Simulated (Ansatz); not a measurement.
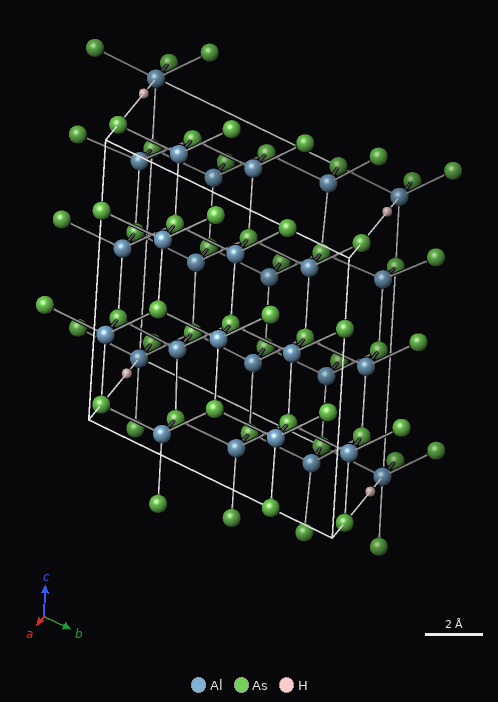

*The structure as given in the input (ball-and-stick view of the cell of the calculation, seen slightly off an axis; bonded neighbours outside the cell are drawn too).*

## Al₁₆As₁₆H: single-point calculation (part 1 of 2)

The run: single-point calculation of Al₁₆As₁₆H (defect cell, 33 atoms in the cell). Method and program: DFT, PBE, plane waves, PAW, spin-polarised (Ansatz 0.2.0).

The structure derives from a Materials Project entry.

**Input file**
```yaml
crystal:
  lattice:
    - [5.727912321, 5.727912321, 5.727912321]
    - [-5.727912321, 5.727912321, -5.727912321]
    - [-5.727912321, -5.727912321, 5.727912321]
  atoms:
    - { symbol: Al, position: [0.5024884313, 0.7507540663, 0.7507540663] }
    - { symbol: Al, position: [0.4992459337, 0.501734365, 0.0] }
    - { symbol: Al, position: [0.748265635, 0.498265635, 0.7475115687] }
    - { symbol: Al, position: [0.4912462567, 0.2412462567, 0.2412462567], spin: 0.091 }
    - { symbol: Al, position: [0.751734365, 0.2492459337, 0.0] }
    - { symbol: Al, position: [0.0007540663, 0.2524884313, 0.7507540663] }
    - { symbol: Al, position: [0.4992459337, 0.0, 0.501734365] }
    - { symbol: Al, position: [0.751734365, 0.0, 0.2492459337] }
    - { symbol: Al, position: [0.0087537433, 0.0, 0.0], spin: 0.091 }
    - { symbol: Al, position: [0.25, 0.0, 0.7587537433], spin: 0.091 }
    - { symbol: Al, position: [0.748265635, 0.7475115687, 0.498265635] }
    - { symbol: Al, position: [0.0007540663, 0.7507540663, 0.2524884313] }
    - { symbol: Al, position: [0.25, 0.7587537433, 0.0], spin: 0.091 }
    - { symbol: Al, position: [-0.0024884313, 0.498265635, 0.498265635] }
    - { symbol: Al, position: [0.25, 0.501734365, 0.2492459337] }
    - { symbol: Al, position: [0.25, 0.2492459337, 0.501734365] }
    - { symbol: As, position: [0.7544658993, 0.0, 0.0] }
    - { symbol: As, position: [0.75, 0.75, 0.25] }
    - { symbol: As, position: [-0.0032352168, 0.7467647832, 0.0], spin: 0.091 }
    - { symbol: As, position: [0.7455341007, 0.4955341007, 0.4955341007] }
    - { symbol: As, position: [0.0, 0.5, 0.25] }
    - { symbol: As, position: [0.25, 0.5044658993, 0.0] }
    - { symbol: As, position: [0.75, 0.25, 0.75] }
    - { symbol: As, position: [0.0, 0.25, 0.5] }
    - { symbol: As, position: [0.25, 0.2532352168, 0.2532352168], spin: 0.091 }
    - { symbol: As, position: [0.5032352168, 0.2532352168, 0.0], spin: 0.091 }
    - { symbol: As, position: [-0.0032352168, 0.0, 0.7467647832], spin: 0.091 }
    - { symbol: As, position: [0.25, 0.0, 0.5044658993] }
    - { symbol: As, position: [0.5032352168, 0.0, 0.2532352168], spin: 0.091 }
    - { symbol: As, position: [0.25, 0.7467647832, 0.7467647832], spin: 0.091 }
    - { symbol: As, position: [0.5, 0.75, 0.5] }
    - { symbol: As, position: [0.5, 0.5, 0.75] }
    - { symbol: H, position: [0.25, 0.0, 0.0], spin: 0.091 }
  host:
    lattice:
      - [0.0, 2.8639561605, 2.8639561605]
      - [2.8639561605, 0.0, 2.8639561605]
      - [2.8639561605, 2.8639561605, 0.0]
    atoms:
      - { symbol: Al, position: [0.0, 0.0, 0.0] }
      - { symbol: As, position: [0.75, 0.75, 0.75] }
basis:
  ecutwfc: 420
  xc_grid: 2
kpoints:
  mp_grid: { grid: [2, 2, 2], shift: [0.0, 0.0, 0.0] }
hamiltonian:
  xc: pbe
scf:
  occupations: { method: gaussian, width: 0.01 }
  n_extra_bands: 4
output:
  forces: true
  eigenvalues: true
magnetization:
  spin_polarized: true
```

Launched with:
```bash
ansatz run input.yaml --threads 4 --pin off --max-ram 8192MiB --backend cpu --events-out ev --progress --plain --runs-dir out
```

**Output**
```
Warning: the band count 149 (scf.n_extra_bands) hosts the net moment |M| = 1.0010 μB (N_el = 289) but caps the reachable moment at 2·n_bands − N_el = 9.0000 μB, below the 179 bands that the automatic rule leaves for it — a moment growing past the seed, or the majority channel's smearing tail, pins there with fewer empty majority states than that count leaves; raise or omit scf.n_extra_bands unless the cap is intended
scf.n_extra_bands = 4 over 145 filled bands (N_el = 289.0): the run solves 149 bands
Engine: ansatz 0.2.0, x86_64-unknown-linux-gnu
Pseudopotentials: kind: paw
Pseudopotential: Al, paw, valence charge 3, recommended cutoff 420 eV (normal), Al.paw.azcp
Pseudopotential: As, paw, valence charge 15, recommended cutoff 420 eV (normal), As.paw.azcp
Pseudopotential: H, paw, valence charge 1, recommended cutoff 420 eV (normal), H.paw.azcp
Functional definition: PBE
  parameter kappa = 0.804
  parameter beta = 0.06672455060314922
  exchange = pbe_x(kappa = kappa, mu = beta*pi^2/3)
  correlation = pbe_c(beta = beta)
Crystal: 33 atoms, lattice volume = 751.708 Å³
Basis set: ecut = 420 eV, 14771 PW (Γ), exchange–correlation on 144×144×144 points (8 copies of the dense FFT grid, shifted against one another)
Bands: 149, of which v1, the nominal top of the filled ones, is band 145 counted from 1 (144 counted from 0)
Symmetry: 24 space group operations
Space group: I-43m (ITA 217), of the structure as read, at distance tolerance 9.1e-5 Å
Magnetic group: BNS 217.78 (UNI 1580), of the structure as read, at distance tolerance 9.1e-5 Å
k-points: 3 of 8
Non-local potential: Al, projectors of the file, l = 0: 2, l = 1: 2, l = 2: 1
Non-local potential: As, projectors of the file, l = 0: 2, l = 1: 2, l = 2: 3, l = 3: 1
Non-local potential: H, projectors of the file, l = 0: 2, l = 1: 1
PAW form: soft (Blöchl's): semilocal exchange-correlation on the pseudo side does not see the compensation charge
PAW one-centre angular grid: Al, 110 points (default); XC on 64 Gauss nodes
PAW one-centre angular grid: As, 590 points (default); XC on 64 Gauss nodes
PAW one-centre angular grid: H, 110 points (default); XC on 64 Gauss nodes
Starting moments: Σ|m| = 1.001 μB on 11 of 33 sites
Initial wavefunctions: pseudopotential atomic-orbital guess
Functional: x = pbe(κ = 0.804, μ = 0.2195149727645171), c = pbe(β = 0.06672455060314922)
SCF iter   1: F=—  HF=-86330.788711 eV  |F-HF|=—  |Δ(HF+E_count)|=         —  Δρ=1.89e-2 (↑1.89e-2 ↓1.87e-2)  dr2=1.42e1  dr2_m=6.46e-2  M=0.250 μB ∫|m|=0.263 μB  β_m=0.30  ethr=3.10e-3  ⟨swp⟩=6.0  Hψ=3631  notcnv=0
preconditioner: auto → Resta (q_TF=auto, 2.326 Å⁻¹)  ε∞=5.8  [insulator: Δε(μ)=0.043 eV  Ē_g=6.986 eV  σ=0.010 eV  W_gap=0.83  n_scr=140 (ndim 8)  ℏωp=15.4 eV  f_vac=0.000  D(μ)=26.50/eV (n_scr^D=200)  ε∞_Penn≈5.8]
spin=Collinear: Resta preconditioning applied to the charge; magnetization (m = ρ↑ − ρ↓) channel mixes plain (no charge-response kernel on spin).
SCF iter   2: F=—  HF=-86329.294496 eV  |F-HF|=—  |Δ(HF+E_count)|=    1.49e0  Δρ=1.46e-2 (↑1.46e-2 ↓1.39e-2)  dr2=7.49e0  dr2_m=8.09e-2  M=0.992 μB ∫|m|=0.995 μB  β_m=0.30  ethr=3.10e-3  ⟨swp⟩=1.2  Hψ=1171  notcnv=0
SCF iter   3: F=—  HF=-86327.715838 eV  |F-HF|=—  |Δ(HF+E_count)|=    1.58e0  Δρ=5.21e-3 (↑5.21e-3 ↓4.96e-3)  dr2=6.16e-1  dr2_m=4.07e-2  M=0.997 μB ∫|m|=1.002 μB  β_m=0.30  ethr=2.59e-3  ⟨swp⟩=2.0  Hψ=1302  notcnv=0
SCF iter   4: F=—  HF=-86327.681604 eV  |F-HF|=—  |Δ(HF+E_count)|=   3.42e-2  Δρ=3.10e-3 (↑2.86e-3 ↓3.10e-3)  dr2=1.45e-1  dr2_m=2.46e-2  M=0.999 μB ∫|m|=1.009 μB  β_m=0.30  ethr=2.13e-4  ⟨swp⟩=2.2  Hψ=1155  notcnv=0  defer=2
SCF iter   5: F=—  HF=-86327.751008 eV  |F-HF|=—  |Δ(HF+E_count)|=   6.94e-2  Δρ=1.75e-3 (↑1.51e-3 ↓1.75e-3)  dr2=1.48e-2  dr2_m=1.49e-2  M=1.000 μB ∫|m|=1.016 μB  β_m=0.30  ethr=5.03e-5  ⟨swp⟩=2.7  Hψ=1751  notcnv=0  defer=1
SCF iter   6: F=—  HF=-86327.766805 eV  |F-HF|=—  |Δ(HF+E_count)|=   1.58e-2  Δρ=1.24e-3 (↑1.19e-3 ↓1.24e-3)  dr2=4.72e-3  dr2_m=9.08e-3  M=1.000 μB ∫|m|=1.022 μB  β_m=0.30  ethr=5.13e-6  ⟨swp⟩=2.3  Hψ=1788  notcnv=0  defer=1
SCF iter   7: F=—  HF=-86327.777715 eV  |F-HF|=—  |Δ(HF+E_count)|=   1.09e-2  Δρ=9.60e-4 (↑9.60e-4 ↓8.98e-4)  dr2=9.57e-4  dr2_m=5.57e-3  M=1.000 μB ∫|m|=1.028 μB  β_m=0.30  ethr=1.63e-6  ⟨swp⟩=2.5  Hψ=1972  notcnv=0  defer=2
SCF iter   8: F=—  HF=-86327.781001 eV  |F-HF|=—  |Δ(HF+E_count)|=   3.29e-3  Δρ=7.10e-4 (↑7.05e-4 ↓7.10e-4)  dr2=5.54e-5  dr2_m=3.43e-3  M=1.000 μB ∫|m|=1.033 μB  β_m=0.30  ethr=3.31e-7  ⟨swp⟩=3.0  Hψ=1875  notcnv=0  defer=2
Mixer restart at iter 8: flushing history
spin-set hold released at iteration 8 (site moments contracting): the magnetisation degrees of freedom join the quasi-Newton model from the next iteration; the mixer history was flushed
SCF iter   9: F=—  HF=-86327.783341 eV  |F-HF|=—  |Δ(HF+E_count)|=   2.34e-3  Δρ=5.74e-4 (↑5.42e-4 ↓5.74e-4)  dr2=1.04e-4  dr2_m=2.13e-3  M=1.000 μB ∫|m|=1.037 μB  β_m=0.65  ethr=1.92e-8  ⟨swp⟩=3.0  Hψ=1555  notcnv=0  defer=2
SCF iter  10: F=—  HF=-86327.787647 eV  |F-HF|=—  |Δ(HF+E_count)|=   4.31e-3  Δρ=8.86e-5 (↑6.70e-5 ↓8.86e-5)  dr2=9.92e-5  dr2_m=3.34e-5  M=1.000 μB ∫|m|=1.056 μB  β_m=0.82  ethr=1.92e-8  ⟨swp⟩=4.8  Hψ=2159  notcnv=0  defer=2
SCF iter  11: F=—  HF=-86327.787692 eV  |F-HF|=—  |Δ(HF+E_count)|=   4.46e-5  Δρ=1.81e-5 (↑1.81e-5 ↓9.13e-6)  dr2=3.73e-6  dr2_m=3.06e-7  M=1.000 μB ∫|m|=1.059 μB  β_m=0.86  ethr=1.92e-8  ⟨swp⟩=2.8  Hψ=1498  notcnv=0  defer=2
SCF iter  12: F=—  HF=-86327.787693 eV  |F-HF|=—  |Δ(HF+E_count)|=   1.27e-6  Δρ=5.12e-6 (↑5.12e-6 ↓4.57e-6)  dr2=6.71e-7  dr2_m=8.25e-9  M=1.000 μB ∫|m|=1.059 μB  β_m=0.76  ethr=1.29e-9  ⟨swp⟩=2.3  Hψ=1762  notcnv=0  defer=2
SCF iter  13: F=—  HF=-86327.787692 eV  |F-HF|=—  |Δ(HF+E_count)|=   5.92e-7  Δρ=2.06e-6 (↑1.70e-6 ↓2.06e-6)  dr2=9.73e-8  dr2_m=2.86e-9  M=1.000 μB ∫|m|=1.059 μB  β_m=0.88  ethr=3.46e-11  ⟨swp⟩=3.8  Hψ=3734  notcnv=0
SCF iter  14: F=—  HF=-86327.787692 eV  |F-HF|=—  |Δ(HF+E_count)|=   6.92e-8  Δρ=5.24e-7 (↑3.76e-7 ↓5.24e-7)  dr2=6.93e-9  dr2_m=4.54e-10  M=1.000 μB ∫|m|=1.059 μB  β_m=0.94  ethr=3.37e-11  ⟨swp⟩=3.3  Hψ=2707  notcnv=0
SCF iter  15: F=-86327.787692 eV  HF=-86327.787692 eV  |F-HF|=5.82e-10  |Δ(HF+E_count)|=   8.59e-9  Δρ=1.09e-7 (↑1.01e-7 ↓1.09e-7)  dr2=5.87e-10  dr2_m=4.00e-12  M=1.000 μB ∫|m|=1.059 μB  ethr=2.40e-12  ⟨swp⟩=3.0  Hψ=1835  notcnv=0
SCF 1 converged in 15 iterations: F = -86327.787692 eV  dr2 = 5.87e-10
  greatest PAW one-centre occupation: 0.999 electrons in one spin orbital (limit 2), on the As atom at site 26 (counted from 0), in its partial waves of l = 2
```

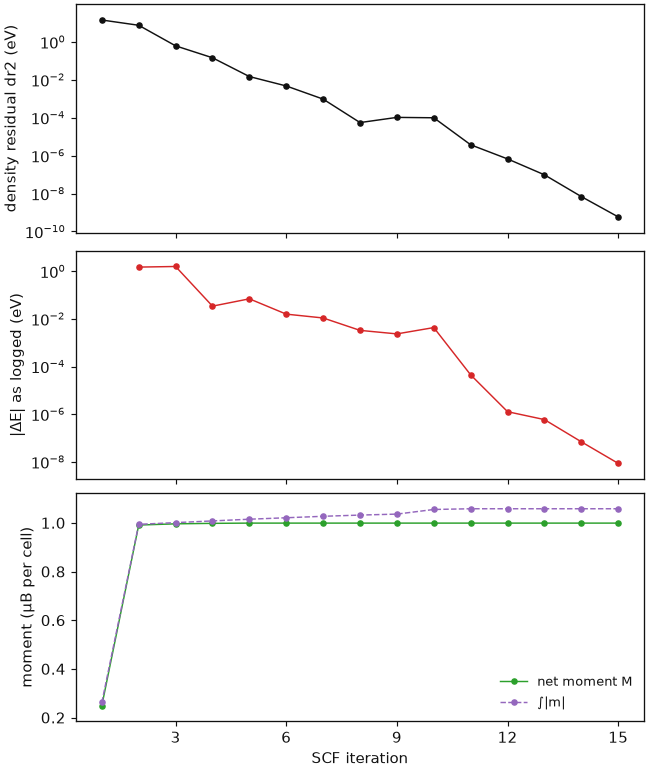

*Convergence of the self-consistent field: density residual dr2, size of the energy change and magnetic moment against the SCF iteration.*

The residual falls almost steadily, with no more than small rises. The net moment goes from 0.2 to 1.0 μB per cell.

```
SCF converged after 15 iterations
Magnetization: 1.0000 μB (145.0000 up, 144.0000 down)
Absolute magnetization: 1.0555 μB (∫|ρ↑−ρ↓|, with the PAW one-centre terms)
Spin contamination: 0.0050 ħ² per cell (⟨S²⟩ above its minimum at these occupations)
Per-site moments (μB) at R_I (Å): [(0.0036030235580565614, 1.0218050664949883), (0.003603023558056462, 1.021805066494988), (0.0036030235580564755, 1.0218050664949885), (0.0038629144766496723, 0.9872826955389321), (0.0036030235580564464, 1.021805066494988), (0.0036030235580565943, 1.0218050664949883), (0.003603023558056519, 1.0218050664949883), (0.0036030235580565262, 1.0218050664949883), (0.0038629144766498366, 0.9872826955389321), (0.0038629144766497755, 0.9872826955389321), (0.003603023558056544, 1.0218050664949885), (0.003603023558056553, 1.0218050664949878), (0.0038629144766497135, 0.9872826955389321), (0.0036030235580564967, 1.021805066494988), (0.003603023558056462, 1.0218050664949885), (0.0036030235580565397, 1.0218050664949883), (0.01220788695170836, 1.0238012398947358), (0.008949704839922412, 1.0218050664949878), (0.024126180362460805, 1.0210403806828412), (0.012207886951708264, 1.0238012398947358), (0.008949704839922468, 1.021805066494988), (0.012207886951708413, 1.0238012398947358), (0.008949704839922457, 1.021805066494988), (0.008949704839922416, 1.0218050664949883), (0.02412618036246093, 1.0210403806828412), (0.02412618036246083, 1.021040380682841), (0.024126180362460715, 1.0210403806828412), (0.012207886951708274, 1.0238012398947358), (0.02412618036246079, 1.0210403806828412), (0.024126180362460777, 1.0210403806828403), (0.008949704839922438, 1.0218050664949883), (0.008949704839922424, 1.021805066494988), (0.3668407021578686, 0.9872826955389321)]
Free energy (F): -86327.787692 eV
Harris-Foulkes:  -86327.787692 eV  (|F-HF|=5.82e-10)
Internal energy: -86327.786728 eV  (E = F + TS)
E sigma→0 (E₀):  -86327.787210 eV
Entropy (-TS):   -0.000965 eV (-0.029 meV/atom)
Fermi energy:    6.014215 eV
--- Per-component energies (eV) ---
  E_band       = -4356.483954
  E_kinetic    = 2025.177966
  E_local      = -34189.483684  (includes V_loc(G=0)·N_el)
  E_nonlocal   = -10559.939223
  E_hartree    = 18231.609592
  E_xc         = -1906.737056
  E_vxc        = -1736.422791  (∫ρ·V_xc dr)
  E_paw        = -36848.664781  (= ΣΔE_a)
  E_vpaw       = 3640.965342  (= ΣTr[D̂ρ^β])
  E_aug_tail   = -0.000873  (compensation charges beyond the density's cutoff)
  E_ewald      = -23079.748670
  E_smearing   = -0.000965  (= −TS)
  E_closure    = -0.000000  (closes the sum)
  Σ components = -86327.787692   (vs F -86327.787692, Δ=0.00e0)
```
